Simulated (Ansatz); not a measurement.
**Ti4C3: what a guessed cell relaxes into, part 1 of 2**

The task: take a trial cell of Ti4C3 to zero force and stress, then test the end with a random kick.

Program: Ansatz 0.2.0. Level of theory: DFT PBE, scalar-relativistic, plane waves, PAW. These are calculated values, not measurements.

### Step 1. The system as given

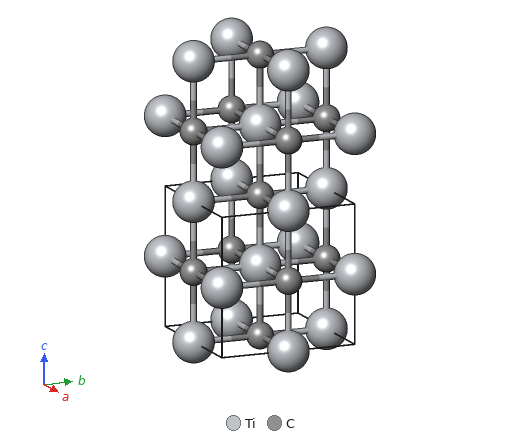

The starting structure, seen slightly off an axis (titanium light grey, carbon grey). 1×1×2 cells are drawn. Atoms on the faces are drawn again on the opposite ones.

As a file:

```
Ti C
1.0
     4.31024    0.00000    0.00000
     0.00000    4.31024    0.00000
     0.00000    0.00000    4.31024
Ti C
4 3
Direct
  0.50000 0.00000 0.00000
  0.00000 0.50000 0.00000
  0.00000 0.00000 0.50000
  0.50000 0.50000 0.50000
  0.00000 0.50000 0.50000
  0.50000 0.00000 0.50000
  0.50000 0.50000 0.00000
```

The start is the relaxed end of an invented cell (made as: ordered vacancies on the anion sites of rock salt (Pm-3m, No. 221)), taken up again for a closer look.

### Step 2. The guess as it stands, on a coarse mesh

input.yaml reads:

```yaml
crystal:
  lattice:
    - [4.3102352, 0.0, 0.0]
    - [0.0, 4.3102352, 0.0]
    - [0.0, 0.0, 4.3102352]
  atoms:
    - { symbol: Ti, position: [0.5, 0.0, 0.0] }
    - { symbol: Ti, position: [0.0, 0.5, 0.0] }
    - { symbol: Ti, position: [0.0, 0.0, 0.5] }
    - { symbol: Ti, position: [0.5, 0.5, 0.5] }
    - { symbol: C, position: [0.0, 0.5, 0.5] }
    - { symbol: C, position: [0.5, 0.0, 0.5] }
    - { symbol: C, position: [0.5, 0.5, 0.0] }
basis:
  ecutwfc: 420
kpoints:
  mp_grid: { grid: [4, 4, 4] }
hamiltonian:
  xc: pbe
scf:
  occupations: { method: gaussian, width: 0.1 }
  lower_state_search: "off"
output:
  forces: true
  stress: true
  eigenvalues: true
```

Run with:

```bash
$ ansatz run input.yaml --threads 4 --pin off --max-ram 8192MiB --backend cpu --events-out ev --progress --plain --runs-dir out
```

Output, shortened:

```text
Warning: RAYON_NUM_THREADS=4 ignored (pool sized by the plan → 4); use --threads N
[...]
Pseudopotentials: kind: paw
Pseudopotential: Ti, paw, valence charge 12, recommended cutoff 420 eV (normal), Ti.paw.azcp
Pseudopotential: C, paw, valence charge 4, recommended cutoff 420 eV (normal), C.paw.azcp
Functional definition: PBE
[...]
Crystal: 7 atoms, lattice volume = 80.076 Å³
Basis set: ecut = 420 eV, 1551 PW (Γ), exchange–correlation on 60×60×60 points (8 copies of the dense FFT grid, shifted against one another)
Bands: 37, of which v1, the nominal top of the filled ones, is band 30 counted from 1 (29 counted from 0)
Symmetry: 48 space group operations
Space group: Pm-3m (ITA 221), of the structure as read, at distance tolerance 4.3e-5 Å
k-points: 10 of 64
[...]
SCF iter   1: F=—  HF=-10756.505194 eV  |F-HF|=—  |Δ(HF+E_count)|=         —  Δρ=8.36e-3  dr2=4.92e-2  ethr=1.77e-3  ⟨swp⟩=4.7  Hψ=1370  notcnv=0
[...]
SCF iter   7: F=-10756.493406 eV  HF=-10756.493406 eV  |F-HF|=4.66e-9  |Δ(HF+E_count)|=   2.67e-8  Δρ=3.53e-6  dr2=9.80e-9  ethr=1.67e-10  ⟨swp⟩=8.0  Hψ=1358  notcnv=0
[...]
SCF converged after 7 iterations
Free energy (F): -10756.493406 eV
[...]
E sigma→0 (E₀):  -10756.490968 eV
Entropy (-TS):   -0.004874 eV (-0.696 meV/atom)
Fermi energy:    14.129110 eV
[...]
--- Forces (eV/Å), atoms counted from 1 ---
  atom   1  Ti    -0.00000000    -0.00000000     0.00000000
  atom   2  Ti     0.00000000     0.00000000     0.00000000
  atom   3  Ti     0.00000000     0.00000000     0.00000000
  atom   4  Ti     0.00000000     0.00000000     0.00000000
  atom   5  C      0.00000000     0.00000000     0.00000000
  atom   6  C     -0.00000000    -0.00000000     0.00000000
  atom   7  C     -0.00000000    -0.00000000     0.00000000
[...]
--- Stress (GPa, compression-positive) ---
       -0.110126      -0.000000       0.000000
       -0.000000      -0.110126       0.000000
        0.000000       0.000000      -0.110126
  P = ⅓ Tr σ = -0.1101 GPa (-1.101 kbar)
--- Band table (eV; the first three rows and the last of 10) ---
[...]
```

It took 0.91 s on 4 threads of Intel Xeon Platinum 8259CL at 2.50GHz (Skylake/Cascade Lake), shared host; peak memory 0.45 GiB.

Read-out: pressure -0.1 GPa, largest force 0.00 eV/Å, gap on this mesh none (metal). The relaxation goes to the converged mesh at once.

### Step 3. Spin check on a coarse mesh

input.yaml: that of step 2 with these lines changed.

```diff
@@ -6,6 +6,6 @@
   atoms:
-    - { symbol: Ti, position: [0.5, 0.0, 0.0] }
-    - { symbol: Ti, position: [0.0, 0.5, 0.0] }
-    - { symbol: Ti, position: [0.0, 0.0, 0.5] }
-    - { symbol: Ti, position: [0.5, 0.5, 0.5] }
+    - { symbol: Ti, position: [0.5, 0.0, 0.0], spin: 1.0 }
+    - { symbol: Ti, position: [0.0, 0.5, 0.0], spin: 1.0 }
+    - { symbol: Ti, position: [0.0, 0.0, 0.5], spin: 1.0 }
+    - { symbol: Ti, position: [0.5, 0.5, 0.5], spin: 1.0 }
     - { symbol: C, position: [0.0, 0.5, 0.5] }
@@ -26 +26,4 @@
   eigenvalues: true
+  populations: true
+magnetization:
+  spin_polarized: true
```

Run with:

```bash
$ ansatz run input.yaml --threads 4 --pin off --max-ram 8192MiB --backend cpu --events-out ev --progress --plain --runs-dir out
```

Output, shortened:

```text
[...]
SCF converged after 15 iterations
Magnetization: -0.0000 μB (30.0000 up, 30.0000 down)
Absolute magnetization: 0.0000 μB (∫|ρ↑−ρ↓|, with the PAW one-centre terms)
Spin contamination: 0.0000 ħ² per cell (⟨S²⟩ above its minimum at these occupations)
[...]
Free energy (F): -10756.493406 eV
[...]
E sigma→0 (E₀):  -10756.490968 eV
Entropy (-TS):   -0.004874 eV (-0.696 meV/atom)
Fermi energy:    14.129115 eV
[...]
--- Forces (eV/Å), atoms counted from 1 ---
  atom   1  Ti     0.00000000    -0.00000000     0.00000000
  atom   2  Ti     0.00000000    -0.00000000     0.00000000
  atom   3  Ti     0.00000000    -0.00000000    -0.00000000
  atom   4  Ti     0.00000000     0.00000000     0.00000000
  atom   5  C      0.00000000    -0.00000000    -0.00000000
  atom   6  C     -0.00000000    -0.00000000     0.00000000
  atom   7  C      0.00000000    -0.00000000    -0.00000000
[...]
--- Stress (GPa, compression-positive) ---
       -0.110135      -0.000000       0.000000
       -0.000000      -0.110135       0.000000
        0.000000       0.000000      -0.110135
  P = ⅓ Tr σ = -0.1101 GPa (-1.101 kbar)
--- Band table (eV; the first three rows and the last of 20) ---
[...]
--- Löwdin populations: 7 sites ---
  site symbol       q [e]    m [muB]
     0     Ti     11.3155    -0.0000
     1     Ti     11.3155    -0.0000
     2     Ti     11.3155    -0.0000
     3     Ti     11.2090    -0.0000
     4      C      4.8344     0.0000
     5      C      4.8344     0.0000
     6      C      4.8344     0.0000
  spilling = 0.005684 (of n_electrons = 60.000000)
```

It took 2.3 s on 4 threads of Intel Xeon Platinum 8259CL at 2.50GHz (Skylake/Cascade Lake), shared host; peak memory 0.47 GiB.

By site:

```csv
atom,Löwdin electrons
Ti1,11.32
Ti2,11.32
Ti3,11.32
Ti4,11.21
C5,4.83
C6,4.83
C7,4.83
```

The Löwdin counts miss 0.34 of the 60 electrons, which the atomic orbitals do not span, so they are no charges.

The same cell is solved with trial moments on Ti. The largest site moment that stays is 0.00 μB and the cell's total 0.00 μB. The workflow keeps spin only above 0.25 μB on a site, so the next run goes without spin.

### Step 4. Final relaxation

input.yaml reads:

```yaml
crystal:
  lattice:
    - [4.3102352, 0.0, 0.0]
    - [0.0, 4.3102352, 0.0]
    - [0.0, 0.0, 4.3102352]
  atoms:
    - { symbol: Ti, position: [0.5, 0.0, 0.0] }
    - { symbol: Ti, position: [0.0, 0.5, 0.0] }
    - { symbol: Ti, position: [0.0, 0.0, 0.5] }
    - { symbol: Ti, position: [0.5, 0.5, 0.5] }
    - { symbol: C, position: [0.0, 0.5, 0.5] }
    - { symbol: C, position: [0.5, 0.0, 0.5] }
    - { symbol: C, position: [0.5, 0.5, 0.0] }
basis:
  ecutwfc: 420
kpoints:
  mp_grid: { grid: [10, 10, 10] }
hamiltonian:
  xc: pbe
scf:
  occupations: { method: gaussian, width: 0.1 }
output:
  forces: true
  stress: true
  eigenvalues: true
  write_density: true
  write_potential: true
  elf: true
  volumetric_format: npy
relax:
  adjacent_minimum: "off"
  f_tol: 0.01
  max_steps: 80
  cell: { stress_tol: 0.05 }
```

Run with:

```bash
$ ansatz run input.yaml --threads 4 --pin off --max-ram 8192MiB --backend cpu --events-out ev --progress --plain --runs-dir out
```

Output, shortened:

```text
Warning: RAYON_NUM_THREADS=4 ignored (pool sized by the plan → 4); use --threads N
[...]
[... 4 set-up lines as earlier in the session ...]
[...]
Crystal: 7 atoms, lattice volume = 80.076 Å³
Basis set: ecut = 420 eV, 1551 PW (Γ), exchange–correlation on 60×60×60 points (8 copies of the dense FFT grid, shifted against one another)
Bands: 37, of which v1, the nominal top of the filled ones, is band 30 counted from 1 (29 counted from 0)
[... 2 set-up lines as earlier in the session ...]
k-points: 56 of 1000
[...]
SCF iter   1: F=—  HF=-10756.443461 eV  |F-HF|=—  |Δ(HF+E_count)|=         —  Δρ=8.39e-3  dr2=4.46e-2  ethr=1.77e-3  ⟨swp⟩=4.6  Hψ=7938  notcnv=0
[...]
        0.000354       0.000000       0.000000
        0.000000       0.000354       0.000000
        0.000000       0.000000       0.000354
  P = ⅓ Tr σ = 0.0004 GPa (0.004 kbar)
--- Band table (eV; the first three rows and the last of 56) ---
[...]
--- Relaxed structure (1 steps of the walk, 1 accepted, 1 SCFs on fresh bases) ---
  F+E_penalty+E_count = -10756.43551764 eV   max|allowed force component| = 4.314e-28 eV/Å   (the final SCF, on the basis selected at the relaxed cell)
  cell:  # Å, volume = 80.0761 Å³
    - [4.3102352, 0.0, 0.0]
    - [0.0, 4.3102352, 0.0]
    - [0.0, 0.0, 4.3102352]
  atoms:
    - { symbol: Ti, position: [0.49999999999999994, 0.0, 0.0] }
    - { symbol: Ti, position: [0.0, 0.49999999999999994, 0.0] }
    - { symbol: Ti, position: [0.0, 0.0, 0.49999999999999994] }
    - { symbol: Ti, position: [0.49999999999999994, 0.49999999999999994, 0.49999999999999994] }
    - { symbol: C, position: [0.0, 0.49999999999999994, 0.49999999999999994] }
    - { symbol: C, position: [0.49999999999999994, 0.0, 0.49999999999999994] }
    - { symbol: C, position: [0.49999999999999994, 0.49999999999999994, 0.0] }
```

It took 6.1 s on 4 threads of Intel Xeon Platinum 8259CL at 2.50GHz (Skylake/Cascade Lake), shared host; peak memory 0.56 GiB.

Relaxation path:

| step | E - E(step 1) (eV/cell) | largest force component (eV/Å) | pressure (GPa) | volume (Å³) |
| --- | --- | --- | --- | --- |
| 1 | 0.0000 | 0.0000 | 0.00 | 80.08 |
| 2 | 0.0000 | 0.0000 | 0.00 | 80.08 |

Step 1 is the start. Step 2 repeats the geometry before it on a plane-wave basis chosen anew for that cell, so its energy need not be comparable with the rows above.

|  | before | after | change |
| --- | --- | --- | --- |
| a (Å) | 4.310 | 4.310 | 0.0 % |
| b (Å) | 4.310 | 4.310 | 0.0 % |
| c (Å) | 4.310 | 4.310 | 0.0 % |
| volume (Å³/atom) | 11.44 | 11.44 | 0.0 % |
| shortest distance (Å) | 2.155 | 2.155 | 0.0 % |
| space group (0.01 Å) | Pm-3m | Pm-3m | same |

The run keeps the 48 symmetry operations of the start, so it could not have lowered the symmetry.

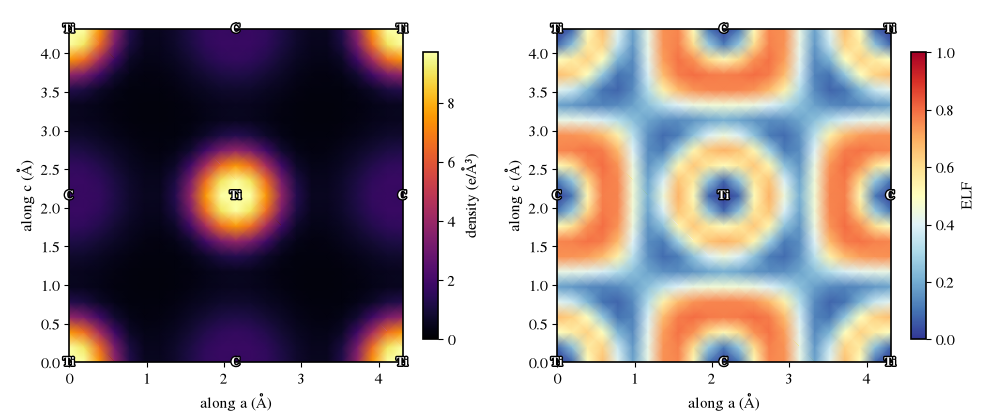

Density (left) and ELF (right) in a lattice plane of the grid's cell (edges 4.31 and 4.31 Å, at 0.500 of the third edge), which holds Ti and C. Only atoms in the plane are labelled. Both are smooth fields of the valence electrons: close to the nuclei they are not physical.

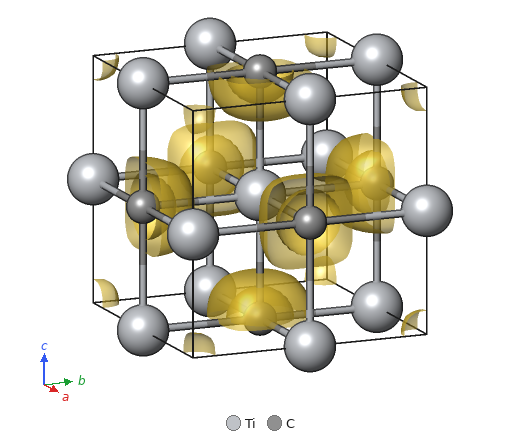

Surface of ELF = 0.74, drawn in one cell.

Outside the cores ELF peaks at 0.83 between the atoms, 2.2 Å from Ti; 0.80 in the shell around C, 0.7 Å from C.

### Step 5. Changed: lower_state_search light

input.yaml: that of step 4 with these lines changed.

```diff
@@ -21,14 +21,6 @@
   occupations: { method: gaussian, width: 0.1 }
+  lower_state_search: light
 output:
   forces: true
+  eigenvalues: true
   stress: true
-  eigenvalues: true
-  write_density: true
-  write_potential: true
-  elf: true
-  volumetric_format: npy
-relax:
-  adjacent_minimum: "off"
-  f_tol: 0.01
-  max_steps: 80
-  cell: { stress_tol: 0.05 }
```

Run with:

```bash
$ ansatz run input.yaml --threads 4 --pin off --max-ram 8192MiB --backend cpu --events-out ev --progress --plain --runs-dir out
```

Output, shortened:

```text
Warning: RAYON_NUM_THREADS=4 ignored (pool sized by the plan → 4); use --threads N
[...]
[... 4 set-up lines as earlier in the session ...]
[...]
Crystal: 7 atoms, lattice volume = 80.076 Å³
Basis set: ecut = 420 eV, 1551 PW (Γ), exchange–correlation on 60×60×60 points (8 copies of the dense FFT grid, shifted against one another)
Bands: 37, of which v1, the nominal top of the filled ones, is band 30 counted from 1 (29 counted from 0)
[... 2 set-up lines as earlier in the session ...]
k-points: 56 of 1000
[...]
SCF iter   1: F=—  HF=-10756.443461 eV  |F-HF|=—  |Δ(HF+E_count)|=         —  Δρ=8.39e-3  dr2=4.46e-2  ethr=1.77e-3  ⟨swp⟩=4.6  Hψ=7938  notcnv=0
[...]
SCF iter   7: F=-10756.435518 eV  HF=-10756.435518 eV  |F-HF|=3.84e-10  |Δ(HF+E_count)|=   8.41e-8  Δρ=3.25e-6  dr2=5.99e-9  ethr=1.67e-10  ⟨swp⟩=8.0  Hψ=7511  notcnv=0
[...]
SCF converged after 7 iterations
Free energy (F): -10756.435518 eV
[...]
E sigma→0 (E₀):  -10756.430973 eV
Entropy (-TS):   -0.009089 eV (-1.298 meV/atom)
Fermi energy:    14.176500 eV
[...]
--- Forces (eV/Å), atoms counted from 1 ---
  atom   1  Ti     0.00000000    -0.00000000     0.00000000
  atom   2  Ti     0.00000000    -0.00000000    -0.00000000
  atom   3  Ti     0.00000000    -0.00000000    -0.00000000
  atom   4  Ti     0.00000000     0.00000000    -0.00000000
  atom   5  C      0.00000000     0.00000000    -0.00000000
  atom   6  C      0.00000000    -0.00000000     0.00000000
  atom   7  C      0.00000000    -0.00000000     0.00000000
[...]
--- Stress (GPa, compression-positive) ---
        0.000258      -0.000000       0.000000
        0.000000       0.000258       0.000000
        0.000000       0.000000       0.000258
  P = ⅓ Tr σ = 0.0003 GPa (0.003 kbar)
--- Band table (eV; the first three rows and the last of 56) ---
[...]
```

Wall time 2.5 s (4 threads of Intel Xeon Platinum 8259CL at 2.50GHz (Skylake/Cascade Lake), shared host); peak memory 0.53 GiB.

```csv
run,ending,energy change,pressure (GPa),gap (eV),force (eV/Å),cycles,time
step 4,converged,0,0.0,0.00,0.00,-,6.1 s
variant,converged,0.0 meV/atom,0.0,0.00,0.00,7,2.5 s
```

The changed input (search for lower states) leaves the energy the same to the digits printed.

### Step 6. Reference for the kick test

input.yaml: that of step 4 with these lines changed.

```diff
@@ -16,3 +16,3 @@
 kpoints:
-  mp_grid: { grid: [10, 10, 10] }
+  mp_grid: { grid: [6, 6, 6] }
 hamiltonian:
@@ -20,3 +20,4 @@
 scf:
-  occupations: { method: gaussian, width: 0.1 }
+  occupations: { method: gaussian, width: 0.2 }
+  lower_state_search: "off"
 output:
@@ -25,10 +26 @@
   eigenvalues: true
-  write_density: true
-  write_potential: true
-  elf: true
-  volumetric_format: npy
-relax:
-  adjacent_minimum: "off"
-  f_tol: 0.01
-  max_steps: 80
-  cell: { stress_tol: 0.05 }
```

Run with:

```bash
$ ansatz run input.yaml --threads 4 --pin off --max-ram 8192MiB --backend cpu --events-out ev --progress --plain --runs-dir out
```

Output, shortened:

```text
[...]
SCF converged after 7 iterations
Free energy (F): -10756.464802 eV
[...]
E sigma→0 (E₀):  -10756.448382 eV
Entropy (-TS):   -0.032841 eV (-4.692 meV/atom)
Fermi energy:    14.170098 eV
[...]
--- Forces (eV/Å), atoms counted from 1 ---
  atom   1  Ti     0.00000000    -0.00000000     0.00000000
  atom   2  Ti     0.00000000     0.00000000    -0.00000000
  atom   3  Ti     0.00000000     0.00000000     0.00000000
  atom   4  Ti     0.00000000    -0.00000000    -0.00000000
  atom   5  C      0.00000000     0.00000000    -0.00000000
  atom   6  C      0.00000000    -0.00000000    -0.00000000
  atom   7  C      0.00000000     0.00000000    -0.00000000
[...]
--- Stress (GPa, compression-positive) ---
       -0.034747       0.000000       0.000000
        0.000000      -0.034747       0.000000
        0.000000      -0.000000      -0.034747
  P = ⅓ Tr σ = -0.0347 GPa (-0.347 kbar)
--- Band table (eV; the first three rows and the last of 20) ---
[...]
```

It took 1.3 s on 4 threads of Intel Xeon Platinum 8259CL at 2.50GHz (Skylake/Cascade Lake), shared host; peak memory 0.45 GiB.

The cell holds 7 atoms.

(Continued in part 2 of 2.)
